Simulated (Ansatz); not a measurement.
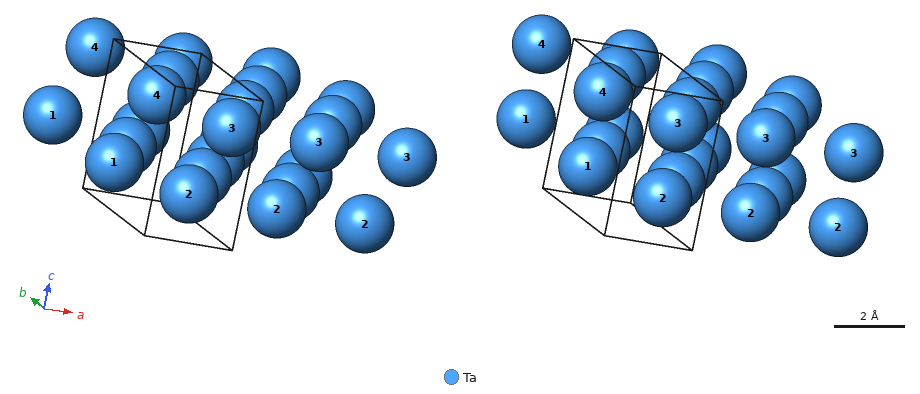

Two geometries of solid Ta (set up in P1), drawn at one scale. One is the start of a relaxation, the other its converged end. The picture is a spheres-only view of the cell of the calculation, repeated 3 × 2 × 1 with one cell outlined, seen slightly off an axis.

All numbers below come from Ansatz, DFT LDA, scalar-relativistic, plane waves, PAW. Set-up: plane-wave cutoff 420 eV; k-point mesh 12 × 12 × 12; occupations gaussian; smearing width 0.15 eV; no spin polarisation; atoms relaxed in a fixed cell; force threshold 0.01 eV/Å; at most 80 steps.

Question: Which one is relaxed?

Answer: The right one is the relaxed one. Case: a zone-boundary wave of random shape, sigma 0.02 Å; relaxed back. After 6 accepted moves (8 points after the start) the energy has fallen by 0.574 eV per cell of the calculation. The largest force component goes from 0.28 to 0.0037 eV/Å. The line search rejected the trial step at point 1 of the run. 1 step only repeated the SCF at the same geometry. The forces were under the threshold at step 2, but the run went on from there. The largest moves, 0.41 Å, are those of Ta1, Ta2, Ta3 and Ta4. Ta3 goes along [−3 1 0]. The cell doesn't change. Near-neighbour distances that change, for instance: Ta1–Ta3 2.990 → 3.529 Å, Ta1–Ta4 3.000 → 3.529 Å, Ta2–Ta3 3.034 → 3.529 Å, Ta2–Ta4 3.044 → 3.529 Å. The space group (tolerance 0.01 Å) goes from P1 (No. 1) to Fmmm (No. 69). Cost: 5.6 min on 1 thread of AMD EPYC 9R45 96-Core Processor (Zen 5), with other jobs on the host, peak memory 1.6 GiB.
